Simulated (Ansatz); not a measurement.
Geometry optimisation.

Program: Ansatz.

```
crystal:
  lattice:
    - [-1.726539, 1.775547, 2.338342]
    - [1.726539, -1.775547, 2.338342]
    - [1.726539, 1.775547, -2.338342]
  atoms:
    - { symbol: Sn, position: [0.0, 0.0, 0.0] }
basis:
  ecutwfc: 420
kpoints:
  mp_grid: { grid: [22, 22, 22] }
hamiltonian:
  xc: pbesol
scf:
  occupations: { method: gaussian, width: 0.1 }
output:
  forces: true
  stress: true
  eigenvalues: true
relax:
  adjacent_minimum: "off"
  f_tol: 0.01
  max_steps: 80
  cell: { stress_tol: 0.05 }
```

> How does the optimisation go?

The optimisation met its thresholds at geometry 8, counting the start as the first. The energy fell by about 29 meV/atom from the first step to the last. Step 7 went uphill and was rejected by the line search. All forces vanish by symmetry, so only the cell moves. The volume shrinks from 28.7 to 26.4 Å³ per atom (−8 %).

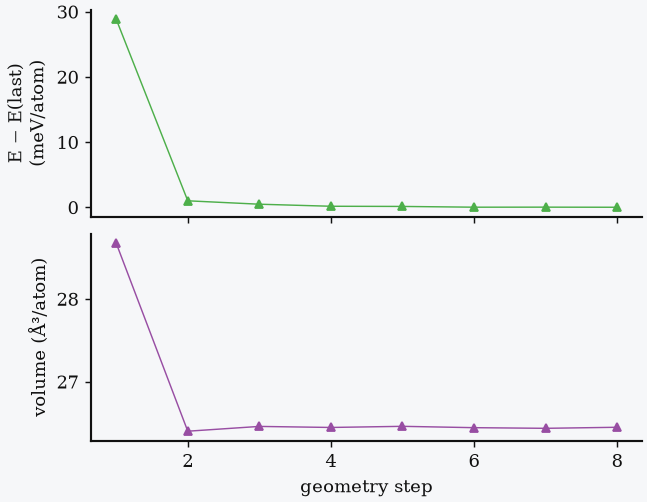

History of the run, step by step. Atoms and cell relax. A closing SCF on a freshly chosen basis isn't drawn.
